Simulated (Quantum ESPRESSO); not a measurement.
# BP (F-43m): how pressure shifts the optical phonon

By how much does an optical zone-centre mode of BP (F-43m) shift under hydrostatic pressure?

Calculated with Quantum ESPRESSO 7.5; DFT PBE, scalar-relativistic, plane waves, PseudoDojo norm-conserving pseudopotentials.

**1. The relaxed structure**

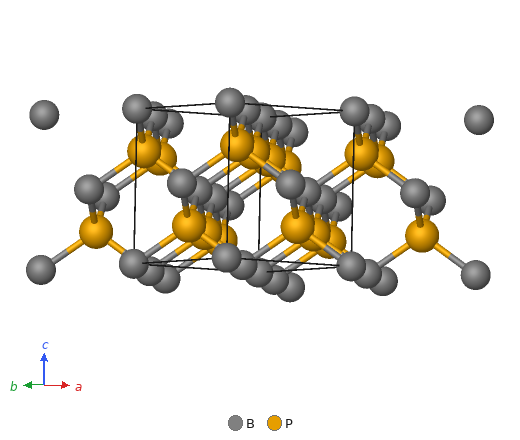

The cell as given, from a free direction (boron grey, phosphorus orange). 2×2×1 cells are drawn. This picture shows the conventional cell, with its axes. Bonds to atoms that aren't drawn are left out. Some periodic images of atoms are drawn too.

This is the cell after its relaxation at this level of theory, not the database cell from which that began.

**2. Runs at several volumes**

The relaxed cell is scaled uniformly; in this structure symmetry fixes all atoms, so nothing has to be relaxed anew. Each volume gets a ground state and a response at Γ. The mode followed is the highest one without the macroscopic field, of symmetry T2; longitudinal polar modes lie higher. Cutoff 84 Ry, k mesh 12×12×12.

From the response at V/V₀ = 0.97:

The program printed:

```text
[banners, grids, parts of the stress and lines that vanish by symmetry left out]
Program PHONON v.7.5
     Reading xml data from directory:

[...]
Exchange-correlation= PBE
                           (   1   4   3   4   0   0   0)
[...]
kinetic-energy cut-off    =      84.0000  Ry
     charge density cut-off    =     336.0000  Ry
     convergence threshold     =      1.0E-18
[...]
Exchange-correlation= PBE
                           (   1   4   3   4   0   0   0)
[...]
q = (   0.0000000   0.0000000   0.0000000 )
     25 Sym.Ops. (with q -> -q+G )
     G cutoff =  615.8292  (  16049 G-vectors)     FFT grid: ( 36, 36, 36)
     number of k points=    72
[...]
Mode symmetry, T_d (-43m)  point group:
[...]
Dielectric constant
[...]
End of electric fields calculation
          Dielectric constant in cartesian axis
          (       9.130188799      -0.000000000       0.000000000 )
          (      -0.000000000       9.130188799      -0.000000000 )
          (       0.000000000      -0.000000000       9.130188799 )
          Effective charges (d Force / dE) in cartesian axis without acoustic sum rule applied (asr)
           atom    1  B     Mean Z*:       -0.60141
      Ex  (       -0.60141       -0.00000        0.00000 )
      Ey  (       -0.00000       -0.60141        0.00000 )
      Ez  (       -0.00000        0.00000       -0.60141 )
           atom    2  P     Mean Z*:        0.59791
      Ex  (        0.59791        0.00000       -0.00000 )
      Ey  (       -0.00000        0.59791        0.00000 )
      Ez  (       -0.00000        0.00000        0.59791 )
          Effective charges Sum: Mean:       -0.00350
[...]
Effective charges (d Force / dE) in cartesian axis with asr applied:
           atom    1  B     Mean Z*:       -0.59966
[...]
atom    2  P     Mean Z*:        0.59966
[...]
Representation #   1 modes #   1   2   3
[...]
End of self-consistent calculation
     Convergence has been achieved
     Representation #   2 modes #   4   5   6
[...]
End of self-consistent calculation
     Convergence has been achieved
[...]
Dielectric constant in cartesian axis
          (       9.130188799      -0.000000000       0.000000000 )
          (      -0.000000000       9.130188799      -0.000000000 )
          (       0.000000000      -0.000000000       9.130188799 )
          Effective charges (d Force / dE) in cartesian axis without acoustic sum rule applied (asr)
           atom    1  B     Mean Z*:       -0.60141
      Ex  (       -0.60141       -0.00000        0.00000 )
      Ey  (       -0.00000       -0.60141        0.00000 )
      Ez  (       -0.00000        0.00000       -0.60141 )
           atom    2  P     Mean Z*:        0.59791
      Ex  (        0.59791        0.00000       -0.00000 )
      Ey  (       -0.00000        0.59791        0.00000 )
      Ez  (       -0.00000        0.00000        0.59791 )
          Effective charges Sum: Mean:       -0.00350
[...]
Effective charges (d Force / dE) in cartesian axis with asr applied:
           atom    1  B     Mean Z*:       -0.59966
[...]
atom    2  P     Mean Z*:        0.59966
[...]
q = (    0.000000000   0.000000000   0.000000000 )
[...]
freq (    1) =      -0.024582 [THz] =      -0.819966 [cm-1]
     freq (    2) =      -0.024582 [THz] =      -0.819966 [cm-1]
     freq (    3) =      -0.024582 [THz] =      -0.819966 [cm-1]
     freq (    4) =      24.720965 [THz] =     824.602640 [cm-1]
     freq (    5) =      24.720965 [THz] =     824.602640 [cm-1]
     freq (    6) =      24.720965 [THz] =     824.602640 [cm-1]
[...]
Mode symmetry, T_d (-43m)  point group:
     freq (   1-   3) =         -0.8  [cm-1]   --> T_2  G_15 P_4   I+R
     freq (   4-   6) =        824.6  [cm-1]   --> T_2  G_15 P_4   I+R

   JOB DONE.
```

One volume, V/V₀ = 1, is held back as a test.

```tsv
V/V₀	volume (Å³/atom)	pressure (GPa)	ω (cm⁻¹)
0.97	11.401	5.21	824.60
1	11.753	0.00	held back
1.03	12.106	-4.50	776.54
```

**3. The fit**

The mode Grüneisen parameter is γ = −d ln ω / d ln V.

```tsv
ln(V/V₀)	ln ω
-0.0305	6.7149
0.0296	6.6548
```

A straight line through these points has the slope -1.001, so γ = 1.00; at V/V₀ = 1 it predicts ω = exp(6.6844 + 0.0000) = 799.85 cm⁻¹.

A parabola of pressure against ln V through V/V₀ = 0.97, 1 and 1.03 gives the bulk modulus B = −dP/d ln V = 162 GPa at V₀. With ω₀ from the fitted line the pressure coefficient follows as dω/dP = γ ω₀ / B = 1.00 × 799.8 / 162 = 4.96 cm⁻¹/GPa.

**4. The run that was held back**

The program printed:

```text
[banners, grids, parts of the stress and lines that vanish by symmetry left out]
[banner, memory and clock lines left out]
Program PHONON v.7.5

[...]
Exchange-correlation= PBE
                           (   1   4   3   4   0   0   0)
[...]
(   8 q-points):
[...]
kinetic-energy cut-off    =      84.0000  Ry
     charge density cut-off    =     336.0000  Ry
     convergence threshold     =      1.0E-18
[...]
Exchange-correlation= PBE
                           (   1   4   3   4   0   0   0)
[...]
q = (   0.0000000   0.0000000   0.0000000 )
     25 Sym.Ops. (with q -> -q+G )
     G cutoff =  628.4621  (  16529 G-vectors)     FFT grid: ( 36, 36, 36)
     number of k points=    72
[...]
Mode symmetry, T_d (-43m)  point group:
[...]
Dielectric constant
[...]
End of electric fields calculation
          Dielectric constant in cartesian axis
          (       9.144424345      -0.000000000       0.000000000 )
          (      -0.000000000       9.144424345      -0.000000000 )
          (       0.000000000       0.000000000       9.144424345 )
          Effective charges (d Force / dE) in cartesian axis without acoustic sum rule applied (asr)
           atom    1  B     Mean Z*:       -0.50235
      Ex  (       -0.50235        0.00000        0.00000 )
      Ey  (        0.00000       -0.50235       -0.00000 )
      Ez  (        0.00000       -0.00000       -0.50235 )
           atom    2  P     Mean Z*:        0.49894
      Ex  (        0.49894       -0.00000        0.00000 )
      Ey  (       -0.00000        0.49894        0.00000 )
[...]
Convergence has been achieved
[...]
q = (    0.000000000  -1.000000000   0.000000000 )
[...]
freq (    5) =      21.044620 [THz] =     701.972954 [cm-1]
     freq (    6) =      23.414634 [THz] =     781.028116 [cm-1]
[...]
Mode symmetry, D_2d (-42m) point group:
     freq (   1-   2) =        314.0  [cm-1]   --> E    X_5  W_3
     freq (   3-   3) =        525.0  [cm-1]   --> A_1  X_1  W_1
     freq (   4-   5) =        702.0  [cm-1]   --> E    X_5  W_3
     freq (   6-   6) =        781.0  [cm-1]   --> B_2  X_3  W_2
[...]
Mode symmetry, S_4 (-4)    point group:
[...]
Convergence has been achieved
[...]
Convergence has been achieved
[...]
Convergence has been achieved
[...]
Convergence has been achieved
     Representation #   5 mode #   5
[...]
End of self-consistent calculation
     Convergence has been achieved
     Representation #   6 mode #   6
[...]
End of self-consistent calculation
     Convergence has been achieved
[...]
q = (   -0.500000000  -1.000000000   0.000000000 )
[...]
freq (    1) =      11.003810 [THz] =     367.047605 [cm-1]
     freq (    2) =      12.380515 [THz] =     412.969534 [cm-1]
     freq (    3) =      13.032873 [THz] =     434.729843 [cm-1]
     freq (    4) =      19.813956 [THz] =     660.922433 [cm-1]
     freq (    5) =      21.025119 [THz] =     701.322469 [cm-1]
     freq (    6) =      23.137045 [THz] =     771.768750 [cm-1]
[...]
Mode symmetry, S_4 (-4)    point group:
     freq (   1-   1) =        367.0  [cm-1]   --> E*   W_2
     freq (   2-   2) =        413.0  [cm-1]   --> B    W_3
     freq (   3-   3) =        434.7  [cm-1]   --> A    W_1
     freq (   4-   4) =        660.9  [cm-1]   --> E    W_4
     freq (   5-   5) =        701.3  [cm-1]   --> B    W_3
     freq (   6-   6) =        771.8  [cm-1]   --> E*   W_2
```

It gives 799.95 cm⁻¹ against the predicted 799.85 cm⁻¹, a miss of 0.1 cm⁻¹.

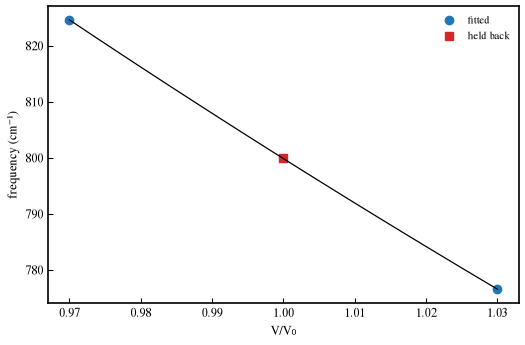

Frequency against volume, with the power-law fit.

**5. Outcome**

```yaml
mode_grueneisen_parameter: 1.001
bulk_modulus: 162 GPa
pressure_coefficient: 4.96 cm⁻¹/GPa
```

The highest optical mode of BP (F-43m) without the LO-TO term stiffens by 4.96 cm⁻¹ a GPa near the relaxed volume, with γ = 1.00. The power law meets all 3 runs within 0.02 %. Such a coefficient turns a measured shift of this mode into a hydrostatic stress; uniaxial or biaxial stress splits the mode and needs deformation potentials. These are harmonic values at zero temperature for the structure held cubic, which a run at Γ can't show to be stable; the bulk modulus rests on three points.

[Host names and launcher messages were left out of these logs when they were recorded.]

[Logs are printed without paths, hosts, clocks, repeated set-up lines and the standing remarks that a program may print on its own settings, such as how far it seeks lower states.]

[Hosts, paths, dates, database ids (printed as entryN), source tags and the programs' standing remarks are cut or masked in the printed files.]
